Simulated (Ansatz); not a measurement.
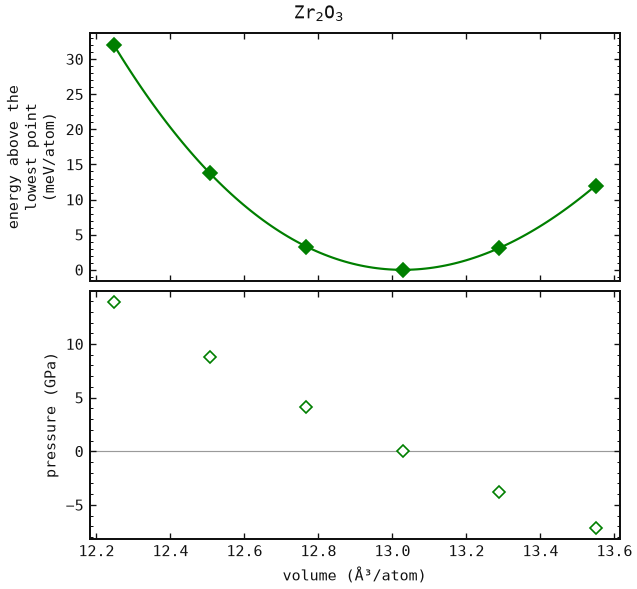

The figure shows the energy above the lowest point and pressure against volume for Zr₂O₃, space group Pn-3m (No. 224) (one of a set of cubic test structures, which need not be the stable phase).

How it was computed, with Ansatz 0.2.0 development build: equation of state of a cubic crystal from periodic Kohn-Sham density functional theory without spin, third-order Birch-Murnaghan fit to the free energies; pressure corrected for the finite basis. Level: PBE.

structure type cubic X2O3; atoms in cell 10; space group number 224; lattice centring simple cubic; k mesh 11×11×11; occupation method Fermi–Dirac; occupation width 0.06123 eV; wave cutoff 420 eV; datasets soft-1 PAW; density tolerance 1.3e−07 eV; bands 52; density cutoff ratio 4; search for lower states default.

Q: What equilibrium volume and bulk modulus follow from the curve?

A: A third-order Birch–Murnaghan fit gives V0 = 13.03 Å³/atom, B0 = 197 GPa and B′ = 4.2.

Q: What does the pressure do across the range?

A: It falls from 13.9 GPa at volume 12.25 Å³/atom to −7.1 GPa at 13.55 Å³/atom, and changes sign near 13.03 Å³/atom.

Keep in mind: cubic model structure, not the ambient form; modest k-mesh, values are not fully converged in k.
